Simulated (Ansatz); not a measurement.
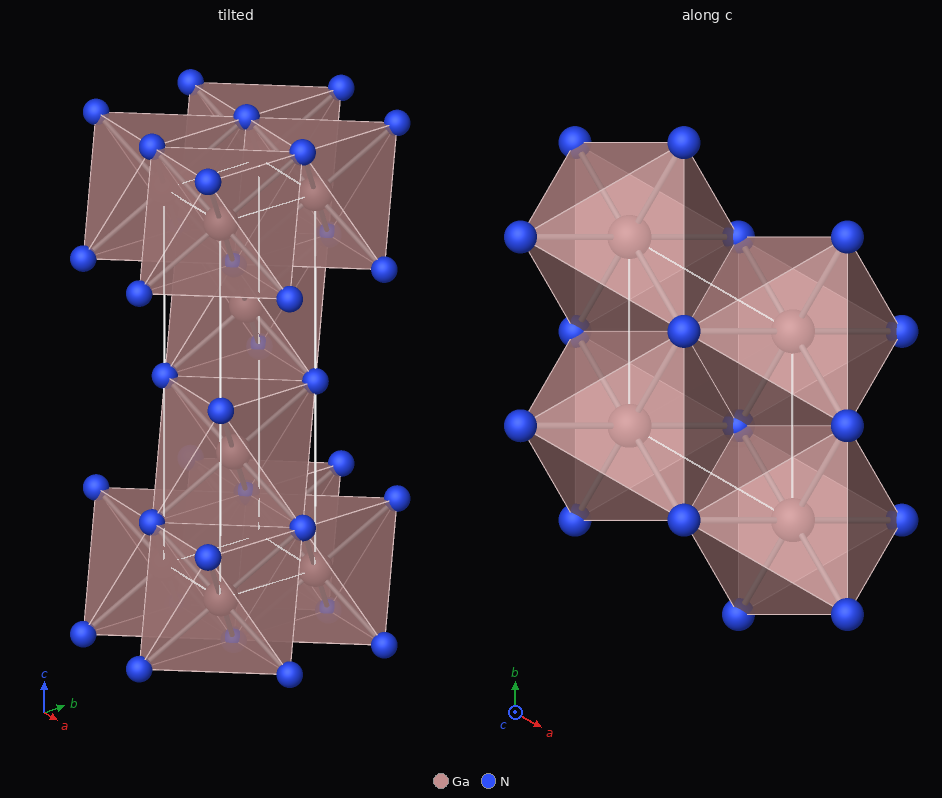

This polyhedral model is shown slightly off an axis and along the c axis. The conventional unit cell is drawn as a box. Some atoms of the next cells are drawn as well.

GaN, space group R-3m (No. 166), a = 2.982 Å, b = 2.982 Å, c = 7.596 Å, α = 90.00°, β = 90.00°, γ = 120.00°. The cell started as a structure type filled with these elements by a generator (whether the compound takes this form wasn't checked). The cell was then strained or its atoms displaced on purpose. It went into a calculation with Ansatz.

This one geometry was computed with Ansatz (DFT, plane waves, PAW) at three levels of theory: HSE06, PBE and r2SCAN. It was relaxed with r2SCAN and then strained.

Q: Which level gives the highest pressure at this volume, and what does that say about its equilibrium volume?

A: Highest: PBE (-0.6 GPa), which points to the largest equilibrium volume. Lowest, with the smallest volume: HSE06 (-10.1 GPa). Levels within 0.5 GPa of each other can't be told apart.

Q: How does the band gap change with the level of theory?

A: PBE: a gap of 0.25 eV, indirect; r2SCAN: a gap of 0.75 eV, indirect; HSE06: a gap of 1.46 eV, indirect.

Q: Collect the results in a table.

A:
| level | cutoff (eV) | k-mesh of the run's cell | gap (eV) | pressure (GPa) |
| --- | --- | --- | --- | --- |
| HSE06 | 420 | 8×8×8 | 1.46 | -10.1 |
| PBE | 420 | 10×10×10 | 0.25 | -0.6 |
| r2SCAN | 500 | 10×10×10 | 0.75 | -8.7 |

Gaps are taken on the k-mesh or band path of each run.
